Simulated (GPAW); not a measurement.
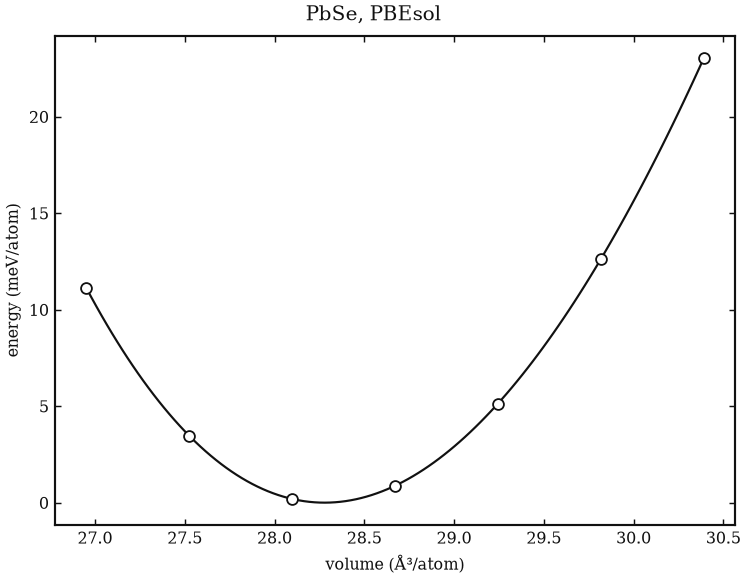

The plot gives the computed energy against volume for PbSe, space group Fm-3m (No. 225).

Structure:
```cif
data_structure
_symmetry_space_group_name_H-M 'P 1'
_symmetry_Int_Tables_number 1
_cell_length_a 4.3284
_cell_length_b 4.3284
_cell_length_c 4.3284
_cell_angle_alpha 60.000
_cell_angle_beta 60.000
_cell_angle_gamma 60.000
_cell_volume 57.34
loop_
_atom_site_label
_atom_site_type_symbol
_atom_site_fract_x
_atom_site_fract_y
_atom_site_fract_z
_atom_site_occupancy
Pb1 Pb 0.00000 0.00000 0.00000 1
Se1 Se 0.50000 0.50000 0.50000 1
```

Calculation (GPAW 26.7.0): PAW DFT in plane waves, on a grid or in atomic orbitals, no spin polarisation; energies at scaled volumes of the given cell, shape and fractions fixed, counted from the fit's minimum, third-order Birch-Murnaghan fit. Level: PBEsol.

```json
{"setting": "k mesh", "value": "8×8×8"}
{"setting": "occupations", "value": "Fermi–Dirac"}
{"setting": "smearing width", "value": "0.05 eV"}
{"setting": "potentials", "value": "PAW data sets made by gpaw setup for the functional"}
{"setting": "wave cutoff", "value": "600 eV"}
{"setting": "program settings", "value": "basis pw"}
```

This calculation gives: equilibrium volume 28.28 Å³/atom and bulk modulus 52.8 GPa.

Now Pb is replaced by Ca on all its sites, which gives CaSe in the same structure. How do these quantities change?

The equilibrium volume falls from 28.28 to 25.41 Å³/atom (−10 %) and the bulk modulus falls from 52.8 to 51.9 GPa (−1.7 %).

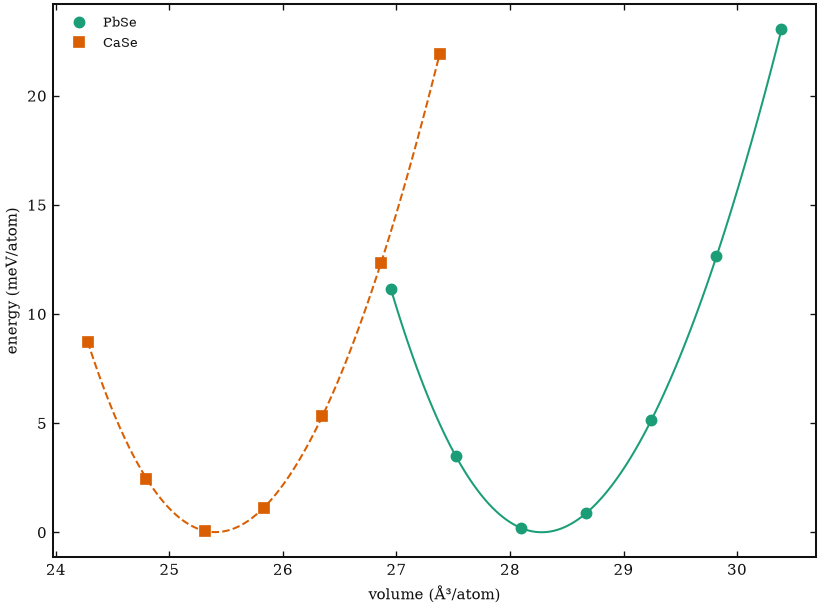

The two results together.

For PbSe, limits of the calculation: spin-orbit coupling left out, heavy elements.

V0 and the bulk modulus come from third-order Birch–Murnaghan fits.
